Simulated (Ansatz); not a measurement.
Take the following structure.

```
Au
1.0
     3.32575    0.00000    0.00000
     0.00000    3.32575    0.00000
     0.00000    0.00000    3.32575
Au
2
Direct
  0.00000 0.00000 0.00000
  0.50000 0.50000 0.50000
```

Characterise the structure given above.

The element is gold. The space group is Im-3m (No. 229); the lattice is body-centred cubic. Type of structure: body-centred cubic (W type). The cell holds two atoms. The coordination shell of Au holds eight Au in a cubic arrangement at 2.88 Å. The bonds build a three-dimensional framework.

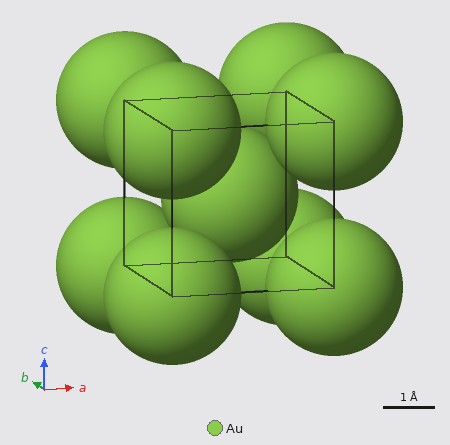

A space-filling rendering, viewed slightly off an axis. The lines enclose the conventional unit cell; boundary atoms appear with their images.

The structure comes from a structure listed in the Materials Project. The cell was then strained or its atoms displaced on purpose. It was run through Ansatz as a DFT input.
